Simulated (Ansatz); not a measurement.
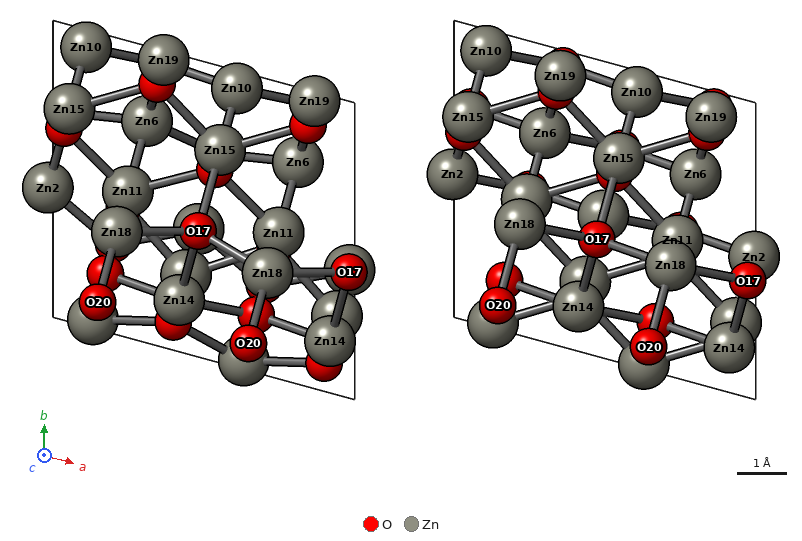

Two geometries of a slab of composition ZnO (cut from the P6_3mc phase), drawn at one scale. One is the start of a relaxation, the other its converged end. The picture is a ball-and-stick view of the 2 × 1 repeat of the cell, outlined in the plane, without the vacuum (origin shifted), seen along the c axis.

All numbers below come from Ansatz 0.2.0, DFT PBEsol, scalar-relativistic, plane waves, PAW. Settings: plane-wave cutoff 420 eV; k-point mesh 9 × 5 × 1; occupations gaussian; smearing width 0.05 eV; no spin polarisation; dipole correction; atoms relaxed in a fixed cell; force threshold 0.02 eV/Å; at most 60 steps.

Question: Which geometry has the lower energy?

Answer: The left one is the relaxed one. Case: (1 0 1) slab, atoms relaxed. The slab is the (1 0 1) face of ZnO. An O atom moves most relative to the layer's centre: 1.23 Å at 71° to the normal (+c side). Largest moves by element: O 1.23 Å, Zn 0.38 Å. The lattice vectors keep their values. Among the contacts that change: O–Zn 3.238 → 1.936 Å, O–Zn 3.238 → 2.224 Å, O–Zn 1.976 → 2.458 Å, O–Zn 1.976 → 2.132 Å. New bonds form: O–Zn (3.24 → 1.94 Å), O–Zn (3.24 → 2.22 Å). Bond angles that change, for instance: O–Zn–O 108.7° → 85.3°, O–Zn–O 108.7° → 91.1°, Zn–O–Zn 108.7° → 126.2°. The energy falls by 1.360 eV per cell of the calculation in 15 accepted moves (16 points after the start). Largest force component: 2.3 eV/Å at the start, 0.017 eV/Å at the end. The line search rejected the trial step at point 14 of the run.
